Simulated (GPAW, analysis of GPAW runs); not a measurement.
# Hyperfine coupling of Mn2+ on a Mg site in KMgF3 (PBE) (GPAW)

Subject: Mn2+ on a Mg site in KMgF3. Wanted: its hyperfine coupling, in one set-up (PBE, plane waves 500 eV, 40-site cell, PBE lattice, k: 2x2x2 shifted, with the key nspin). The model is a cell of 40 host atoms with 1 Mg taken out and 1 Mn put in. The isotropic coupling follows from the spin density at the nucleus, the nuclear g-factor and the total spin.

What was measured. 55Mn, isotropic, printed as −91.2 10^-4 cm^-1: -273.4 MHz at 300 K, by EPR (room temperature) (quoted in “Parallel-mode EPR spectra of the hexaaqua manganese(II) Ion in tetrahedral symmetry”, 2024, Margrete Juel Henrichsen, Jesper Bendix, Høgni Weihe, quoting earlier work (1960)).

Calculated with GPAW 26.7.0; GPAW plane-wave PAW DFT, PBE; relaxation of all atoms of a defect supercell.

### Step 1. Starting point

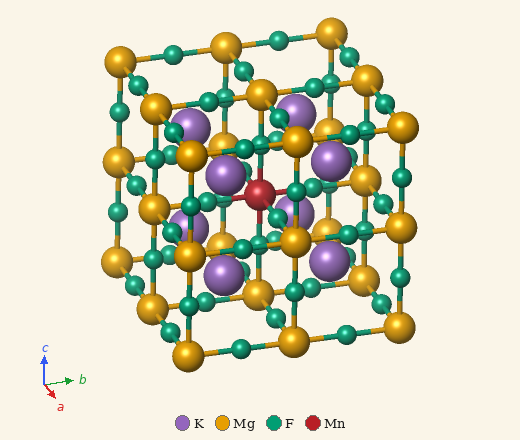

The cell as given, slightly off an axis (potassium purple, magnesium orange, fluorine teal, manganese red). Some periodic images of atoms are drawn too.

The cell holds 40 atoms: 8 K, 7 Mg, 24 F and 1 Mn. Cell: a = 8.098 Å, b = 8.098 Å, c = 8.098 Å, α = 90.0°, β = 90.0°, γ = 90.0°. It derives from KMgF3 (space group Pm-3m). Nearest the centre at fractional (0.500, 0.500, 0.500): Mn37 at 0.00 Å, F39 at 2.02 Å, F40 at 2.02 Å, F38 at 2.02 Å, F35 at 2.02 Å, F29 at 2.02 Å, F18 at 2.02 Å, K36 at 3.51 Å.

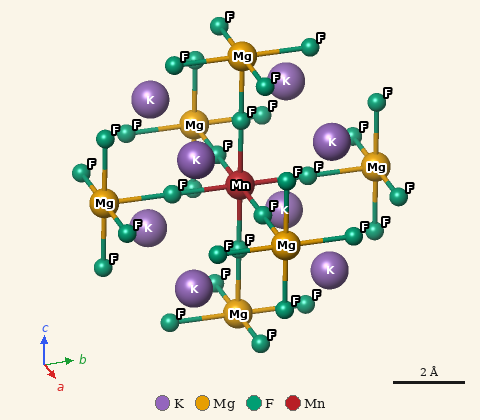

The atoms within 5 Å of the centre.

The host's primitive cell comes from a first run (GPAW plane-wave PAW DFT, PBE; relaxation of cell and atoms of a defect-free cell): vectors of 4.049, 4.049 and 4.049 Å. That is 13.28 Å³ an atom, 4.8 % over the diffraction cell's volume. The supercell is built on it.

### Step 2. Relaxation, charge 0

Every later number rests on the structure around the defect, so the atoms are relaxed at the host's lattice first.

The input, run.py:

```python
import numpy as np
from ase.io import read, write
from ase.parallel import parprint, world
from gpaw import GPAW, PW
from ase.optimize import BFGS

atoms = read('POSCAR')
magmoms = np.zeros(len(atoms))
magmoms[[36]] = 5 / 1
atoms.set_initial_magnetic_moments(magmoms)
calc = GPAW(mode=PW(500),
            xc='PBE',
            kpts={'size': (2, 2, 2), 'gamma': False},
            occupations={'name': 'fermi-dirac', 'width': 0.01, 'fixmagmom': True},
            nbands=173,
            convergence={'density': 1e-05, 'forces': 0.001},
            maxiter=150,
            symmetry={'point_group': False},
            nspin=1,
            txt='gpaw.txt')
atoms.calc = calc
opt = BFGS(atoms, trajectory='relax.traj', logfile='-')
done = opt.run(fmax=0.02, steps=80)
parprint('Converged:', done)
energy = atoms.get_potential_energy()
forces = atoms.get_forces()
parprint(f'Energy: {energy:.6f} eV, largest force {np.linalg.norm(forces, axis=1).max():.4f} eV/A')
calc.write('gs.gpw')
write('final.xyz', atoms)
parprint('Moments:', atoms.get_magnetic_moments().round(3))
for s in range(calc.get_number_of_spins()):
    parprint('Levels (eV), spin', s, calc.get_eigenvalues(kpt=0, spin=s)[-16:].round(3))
```

The input, POSCAR:

```
K  Mg F  K  Mg F  K  Mg F  K  Mg F  K  Mg F  K  Mg F  K  Mg F  K  Mn F 
 1.0000000000000000
     8.0984380843970154    0.0000000000000079   -0.0000000000000000
     0.0000000000000080    8.0984380843970154   -0.0000000000000000
     0.0000000000000000    0.0000000000000000    8.0984380843969621
 K   Mg  F   K   Mg  F   K   Mg  F   K   Mg  F   K   Mg  F   K   Mg  F   K   Mg  F   K   Mn  F  
   1   1   3   1   1   3   1   1   3   1   1   3   1   1   3   1   1   3   1   1   3   1   1   3
Direct
  0.2499999998642632  0.2499999998642633  0.2499999998642651
  0.0000000000000000  0.0000000000000000  0.0000000000000000
  0.2499999998642635 -0.0000000000000002  0.0000000000000000
 -0.0000000000000002  0.2499999998642635  0.0000000000000000
 -0.0000000000000000 -0.0000000000000000  0.2499999998642651
  0.2499999998642632  0.2499999998642633  0.7499999998642651
  0.0000000000000000  0.0000000000000000  0.5000000000000000
  0.2499999998642635 -0.0000000000000002  0.5000000000000000
 -0.0000000000000002  0.2499999998642635  0.5000000000000000
 -0.0000000000000000 -0.0000000000000000  0.7499999998642651
  0.2499999998642632  0.7499999998642634  0.2499999998642651
  0.0000000000000000  0.5000000000000000  0.0000000000000000
  0.2499999998642635  0.4999999999999998  0.0000000000000000
 -0.0000000000000002  0.7499999998642636  0.0000000000000000
 -0.0000000000000000  0.5000000000000000  0.2499999998642651
  0.2499999998642632  0.7499999998642634  0.7499999998642651
  0.0000000000000000  0.5000000000000000  0.5000000000000000
  0.2499999998642635  0.4999999999999998  0.5000000000000000
 -0.0000000000000002  0.7499999998642636  0.5000000000000000
 -0.0000000000000000  0.5000000000000000  0.7499999998642651
  0.7499999998642634  0.2499999998642633  0.2499999998642651
  0.5000000000000000  0.0000000000000000  0.0000000000000000
  0.7499999998642636 -0.0000000000000002  0.0000000000000000
  0.4999999999999998  0.2499999998642635  0.0000000000000000
  0.5000000000000000 -0.0000000000000000  0.2499999998642651
  0.7499999998642634  0.2499999998642633  0.7499999998642651
  0.5000000000000000 -0.0000000000000000  0.5000000000000000
  0.7499999998642636 -0.0000000000000002  0.5000000000000000
  0.4999999999999998  0.2499999998642635  0.5000000000000000
  0.5000000000000000 -0.0000000000000000  0.7499999998642651
  0.7499999998642634  0.7499999998642632  0.2499999998642651
  0.5000000000000000  0.5000000000000000 -0.0000000000000000
  0.7499999998642636  0.4999999999999998  0.0000000000000000
  0.4999999999999998  0.7499999998642636  0.0000000000000000
  0.5000000000000000  0.5000000000000000  0.2499999998642651
  0.7499999998642634  0.7499999998642632  0.7499999998642651
  0.5000000000000000  0.5000000000000000  0.5000000000000000
  0.7499999998642636  0.4999999999999998  0.5000000000000000
  0.4999999999999998  0.7499999998642636  0.5000000000000000
  0.5000000000000000  0.5000000000000000  0.7499999998642651
```

Started as:

```sh
$ OMP_NUM_THREADS=1 mpirun -n 4 gpaw python run.py > stdout
```

The log of the run:

```text
TypeError: GPAW() got an unexpected keyword argument 'nspin'
```

The job ended after 12 s (4 MPI ranks of Intel Xeon Platinum 8488C (Sapphire Rapids), shared host; peak memory 0.5 GiB).

The program refused the input before any cycle.

The program's message: “TypeError: GPAW() got an unexpected keyword argument 'nspin'”

### Step 3. Outcome

The hyperfine coupling was not obtained, because the step “relaxation, charge 0” was refused by the program; the cause lies in the set-up: nspin is no key of this program.

[Logs are printed without paths, hosts, clocks, repeated set-up lines and the standing remarks that a program may print on its own settings, such as how far it seeks lower states.]

[Hosts, paths, dates, database ids (printed as entryN), source tags and the programs' standing remarks are cut or masked in the printed files.]

[For some hosts the program warned that the k-mesh of the response run may be too coarse for force constants and the static dielectric constant; such warnings are not shown here.]
